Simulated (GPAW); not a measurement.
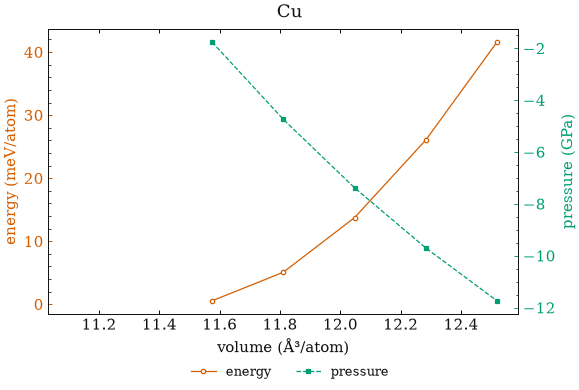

The plot gives the computed energy and pressure against volume for Cu, space group Fm-3m (No. 225).

Structure:
```
Cu
1.0
     0.00000    1.80750    1.80750
     1.80750    0.00000    1.80750
     1.80750    1.80750    0.00000
Cu
1
Direct
  0.00000 0.00000 0.00000
```

How it was computed, with GPAW 26.7.0: PAW DFT in plane waves, on a grid or in atomic orbitals, no spin polarisation; energies at scaled volumes of the given cell, shape and fractions fixed, counted from the fit's minimum, third-order Birch-Murnaghan fit. Level: PBEsol.

k mesh 13×13×13; occupations Fermi–Dirac; smearing width 0.05 eV; potentials PAW data sets made by gpaw setup for the functional; wave cutoff 600 eV; program settings basis pw.

The points at volume 11.10 Å³/atom and 11.34 Å³/atom are left out of the plot. What values does the calculation give there?

| volume (Å³/atom) | energy (meV/atom) | pressure (GPa) |
| --- | --- | --- |
| 11.10 | 6.24 | 5.46 |
| 11.34 | 0.72 | 1.62 |
